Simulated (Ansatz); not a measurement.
**Run report: Mo, single-point calculation (part 2 of 2)**

Mo (slab, 5 atoms in the cell); DFT, LDA, all-electron LAPW, scalar-relativistic, no spin polarisation (Ansatz 0.2.0); 13×13×1 k-mesh, Fermi–Dirac smearing of 0.05 eV. 

Geometry of the input (Å; fractional positions):
```
2.6943  0.0000  0.0000
-0.8981  2.5402  0.0000
0.0000  0.0000  24.7996
Mo 0.0000  0.0000  0.3226
Mo 0.5000  0.5000  0.4113
Mo 0.0000  0.0000  0.5000
Mo 0.5000  0.5000  0.5887
Mo 0.0000  0.0000  0.6774
```

**Output, continued**
```
  k-point 2: bands = ["-367.2370", "-367.2370", "-367.2339", "-367.2339", "-367.2277", "-367.2277", "-367.1861", "-367.1772", "-367.1670", "-367.0878", "-367.0878", "-367.0757", "-367.0757", "-367.0583", "-367.0583", "-209.8149", "-209.8149", "-209.8127", "-209.8127", "-209.7853", "-209.7853", "-209.7805", "-209.7805", "-209.7794", "-209.7794", "-209.7590", "-209.7574", "-209.7335", "-209.7232", "-209.7173", "-209.6552", "-209.6552", "-209.6417", "-209.6417", "-209.6339", "-209.6339", "-209.6209", "-209.6209", "-209.6079", "-209.6079", "-53.0666", "-52.9987", "-52.8717", "-52.7349", "-52.7306", "-27.7136", "-27.4683", "-27.1575", "-26.9338", "-26.8396", "-26.7085", "-26.5782", "-26.5621", "-26.5000", "-26.4898", "-26.4536", "-26.3980", "-26.3717", "-26.2108", "-26.2075", "1.7636", "2.6245", "3.2740", "3.6450", "3.7466", "4.7660", "5.1431", "5.7170", "5.8403", "5.9586", "6.2553", "6.2867", "6.4380", "7.1008", "7.4322", "7.5399", "7.9405", "8.7457", "8.9487", "9.0159", "9.2956", "9.4365", "9.6644", "9.7836", "10.0179", "10.2707", "10.5966", "10.5985", "10.8820", "12.1957"]
  k-point 48: bands = ["-367.2370", "-367.2370", "-367.2339", "-367.2339", "-367.2277", "-367.2277", "-367.1861", "-367.1772", "-367.1670", "-367.0878", "-367.0878", "-367.0757", "-367.0757", "-367.0583", "-367.0583", "-209.8149", "-209.8149", "-209.8127", "-209.8127", "-209.7853", "-209.7853", "-209.7805", "-209.7805", "-209.7794", "-209.7794", "-209.7590", "-209.7574", "-209.7334", "-209.7232", "-209.7173", "-209.6552", "-209.6552", "-209.6417", "-209.6417", "-209.6339", "-209.6339", "-209.6209", "-209.6209", "-209.6079", "-209.6079", "-52.8168", "-52.7647", "-52.6582", "-52.5178", "-52.5160", "-27.8929", "-27.7667", "-27.5706", "-27.3998", "-27.3829", "-27.3772", "-27.3391", "-27.2344", "-27.1141", "-27.0016", "-26.8030", "-26.8008", "-26.7799", "-26.5513", "-26.3966", "2.5427", "2.6449", "2.7831", "3.1092", "3.5669", "3.6258", "3.8270", "4.8569", "4.9518", "5.9741", "6.6817", "7.6360", "8.5400", "8.6261", "8.9104", "9.4010", "9.5756", "9.8789", "10.5766", "11.3318", "11.4073", "12.0507", "12.3075", "12.6104", "12.8582", "12.9140", "12.9232", "14.7194", "15.7648", "16.2217"]
--- Löwdin populations: 5 sites ---
  site symbol       q [e]
     0     Mo     41.9716
     1     Mo     41.8992
     2     Mo     41.9315
     3     Mo     41.8992
     4     Mo     41.9716
  spilling = 0.001556 (of n_electrons = 210.000000)
```

**File dos.tsv**
```
# E-E_F[eV]	g_bin_mean(E)[states/eV]	N(E)
# format = ansatz-dos/2
# fermi_ev = 8.088396
# fermi_mp_grid = 13 13 1
# fermi_mp_shift = 0 0 0
# tetrahedron_fermi_ev = 8.090728
# g_bin_mean(E): the states in a bin one row spacing wide, centred on E, divided by that spacing. States that the method places at a single energy (under output.dos.method: tetrahedron, those of a tetrahedron whose four corners have one energy) are counted whole in the row whose bin holds that energy (on the edge of two bins, in the lower row). The sum of g_bin_mean over a run of rows, times the row spacing, is the number of states from half a spacing under the first of them to half a spacing over the last (a plain sum, not the trapezoid rule).
-14.000000	0.000000e0	1.200000e2
-13.800000	0.000000e0	1.200000e2
-13.600000	0.000000e0	1.200000e2
-13.400000	0.000000e0	1.200000e2
-13.200000	0.000000e0	1.200000e2
-13.000000	0.000000e0	1.200000e2
-12.800000	0.000000e0	1.200000e2
-12.600000	0.000000e0	1.200000e2
-12.400000	0.000000e0	1.200000e2
-12.200000	0.000000e0	1.200000e2
-12.000000	0.000000e0	1.200000e2
-11.800000	0.000000e0	1.200000e2
-11.600000	0.000000e0	1.200000e2
-11.400000	0.000000e0	1.200000e2
-11.200000	0.000000e0	1.200000e2
-11.000000	0.000000e0	1.200000e2
-10.800000	0.000000e0	1.200000e2
-10.600000	0.000000e0	1.200000e2
-10.400000	0.000000e0	1.200000e2
-10.200000	0.000000e0	1.200000e2
-10.000000	0.000000e0	1.200000e2
-9.800000	0.000000e0	1.200000e2
-9.600000	0.000000e0	1.200000e2
-9.400000	0.000000e0	1.200000e2
-9.200000	0.000000e0	1.200000e2
-9.000000	0.000000e0	1.200000e2
-8.800000	0.000000e0	1.200000e2
-8.600000	0.000000e0	1.200000e2
-8.400000	0.000000e0	1.200000e2
-8.200000	0.000000e0	1.200000e2
-8.000000	0.000000e0	1.200000e2
-7.800000	0.000000e0	1.200000e2
-7.600000	0.000000e0	1.200000e2
-7.400000	0.000000e0	1.200000e2
-7.200000	0.000000e0	1.200000e2
-7.000000	9.745823e-2	1.200028e2
-6.800000	2.157707e-1	1.200434e2
-6.600000	2.143927e-1	1.200834e2
-6.400000	2.357502e-1	1.201289e2
-6.200000	2.422875e-1	1.201764e2
-6.000000	4.420690e-1	1.202376e2
-5.800000	5.071874e-1	1.203390e2
-5.600000	6.401678e-1	1.204468e2
-5.400000	1.412764e0	1.206380e2
-5.200000	3.349011e0	1.210959e2
-5.000000	4.471158e0	1.218881e2
-4.800000	4.351351e0	1.228283e2
-4.600000	5.123411e0	1.236814e2
-4.400000	6.472056e0	1.249178e2
-4.200000	6.015534e0	1.261323e2
-4.000000	7.258938e0	1.275120e2
-3.800000	6.500240e0	1.289731e2
-3.600000	3.699984e0	1.298800e2
-3.400000	6.028249e0	1.308007e2
-3.200000	6.372651e0	1.320470e2
-3.000000	9.935696e0	1.338028e2
-2.800000	7.537261e0	1.355188e2
-2.600000	6.194454e0	1.368537e2
-2.400000	5.490470e0	1.380763e2
-2.200000	4.971417e0	1.390147e2
-2.000000	5.195069e0	1.400515e2
-1.800000	6.651988e0	1.412232e2
-1.600000	8.002634e0	1.427790e2
-1.400000	5.983429e0	1.441670e2
-1.200000	5.165720e0	1.452599e2
-1.000000	4.259762e0	1.462130e2
-0.800000	3.577248e0	1.469890e2
-0.600000	3.929922e0	1.477001e2
-0.400000	3.847584e0	1.485241e2
-0.200000	3.542545e0	1.492217e2
0.000000	4.287182e0	1.499905e2
0.200000	5.285485e0	1.509635e2
0.400000	5.490158e0	1.520445e2
0.600000	6.060295e0	1.531751e2
0.800000	6.324044e0	1.544288e2
1.000000	6.813054e0	1.557215e2
1.200000	6.574734e0	1.570833e2
1.400000	7.253989e0	1.584317e2
1.600000	7.423382e0	1.599266e2
1.800000	8.029986e0	1.614205e2
2.000000	9.205711e0	1.633607e2
2.200000	6.592361e0	1.647283e2
2.400000	8.484058e0	1.662898e2
2.600000	7.396467e0	1.680032e2
2.800000	5.320636e0	1.692202e2
3.000000	4.004817e0	1.700924e2
3.200000	3.969598e0	1.708857e2
3.400000	3.945823e0	1.716852e2
3.600000	4.274934e0	1.725015e2
3.800000	4.107131e0	1.733708e2
4.000000	2.388887e0	1.740317e2
4.200000	1.847456e0	1.744256e2
4.400000	1.686161e0	1.747760e2
4.600000	1.536157e0	1.750952e2
4.800000	1.526674e0	1.753990e2
5.000000	1.571911e0	1.757100e2
5.200000	1.692178e0	1.760251e2
5.400000	1.776001e0	1.763891e2
5.600000	1.515299e0	1.767175e2
5.800000	1.358224e0	1.770014e2
6.000000	1.298218e0	1.772671e2
6.200000	1.263728e0	1.775214e2
6.400000	1.349222e0	1.777773e2
6.600000	1.664106e0	1.780975e2
6.800000	1.306630e0	1.783872e2
7.000000	1.129271e0	1.786271e2
7.200000	9.989791e-1	1.788427e2
7.400000	8.143746e-1	1.790229e2
7.600000	7.002211e-1	1.791728e2
7.800000	6.574304e-1	1.793068e2
8.000000	6.592287e-1	1.794381e2
```

**File populations.tsv**
```
# site	symbol	l	j	q
# orbitals = lowdin
# n_electrons = 210.000000
# spilling = 0.001556
# projection_atom_Mo: 1s2 2s2 2p6 3s2 3p6 3d10 4s2 4p6 4d5 5s1
0	Mo	0_1S	-	1.999995
0	Mo	0_2S	-	1.999837
0	Mo	0_3S	-	1.997116
0	Mo	0_4S	-	1.951534
0	Mo	0_5S	-	0.805999
0	Mo	1_2P	-	5.999997
0	Mo	1_3P	-	5.999886
0	Mo	1_4P	-	5.983056
0	Mo	2_3D	-	9.999965
0	Mo	2_4D	-	5.234258
1	Mo	0_1S	-	1.999994
1	Mo	0_2S	-	1.999785
1	Mo	0_3S	-	1.996180
1	Mo	0_4S	-	1.936313
1	Mo	0_5S	-	0.750042
1	Mo	1_2P	-	5.999998
1	Mo	1_3P	-	5.999896
1	Mo	1_4P	-	5.985826
1	Mo	2_3D	-	9.999958
1	Mo	2_4D	-	5.231197
2	Mo	0_1S	-	1.999994
2	Mo	0_2S	-	1.999783
2	Mo	0_3S	-	1.996141
2	Mo	0_4S	-	1.935794
2	Mo	0_5S	-	0.756189
2	Mo	1_2P	-	5.999998
2	Mo	1_3P	-	5.999894
2	Mo	1_4P	-	5.985263
2	Mo	2_3D	-	9.999958
2	Mo	2_4D	-	5.258495
3	Mo	0_1S	-	1.999994
3	Mo	0_2S	-	1.999785
3	Mo	0_3S	-	1.996180
3	Mo	0_4S	-	1.936313
3	Mo	0_5S	-	0.750043
3	Mo	1_2P	-	5.999998
3	Mo	1_3P	-	5.999896
3	Mo	1_4P	-	5.985826
3	Mo	2_3D	-	9.999958
3	Mo	2_4D	-	5.231197
4	Mo	0_1S	-	1.999995
4	Mo	0_2S	-	1.999837
4	Mo	0_3S	-	1.997116
4	Mo	0_4S	-	1.951534
4	Mo	0_5S	-	0.805999
4	Mo	1_2P	-	5.999997
4	Mo	1_3P	-	5.999886
4	Mo	1_4P	-	5.983056
4	Mo	2_3D	-	9.999965
4	Mo	2_4D	-	5.234258
```

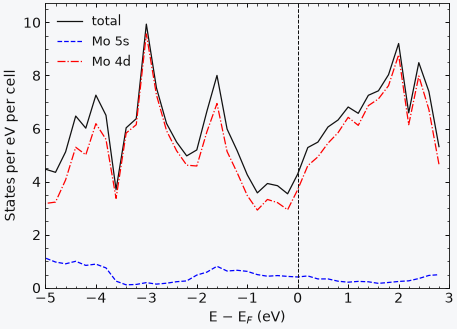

*Density of states (projected on atomic shells), with energies from the Fermi level.*

There are states at the Fermi level: a metal at this level of theory.

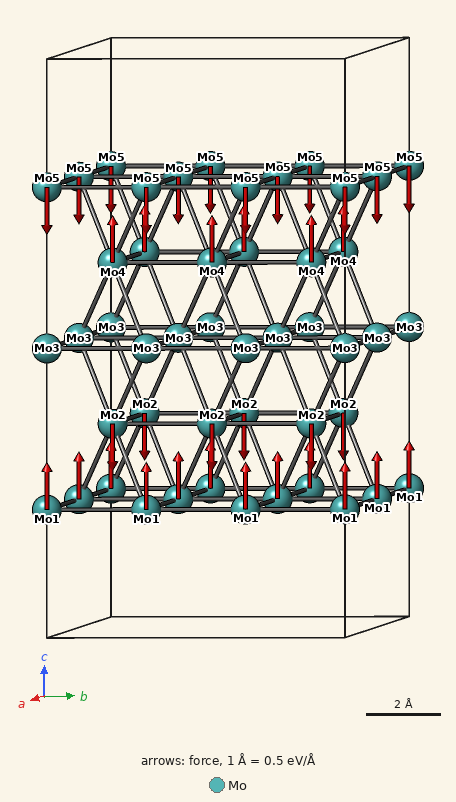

*Forces on the atoms as red arrows (ball-and-stick view of the 2 × 3 repeat of the cell, with the vacuum cut short, seen slightly off an axis; atoms are numbered from 1 in the order of the input).*

The largest act on Mo1, Mo5 (0.66 eV/Å); Mo2, Mo4 (0.65 eV/Å). The geometry is not a stationary point of this energy.

**Results in brief**

| quantity | value |
| --- | --- |
| outcome | converged |
| electrons in bands (core shells apart) | 150 |
| free energy | −550321.2936 eV |
| Fermi energy | 8.088 eV |
| electronic character | metal |
| largest force (length of the vector) | 0.656 eV/Å |
| hardware | 2 threads of Arm Neoverse V1, 24 GiB of memory available, shared host |
| wall time | 4.4 min (CPU time 8.7 min) |
| peak memory | 1.2 GiB |
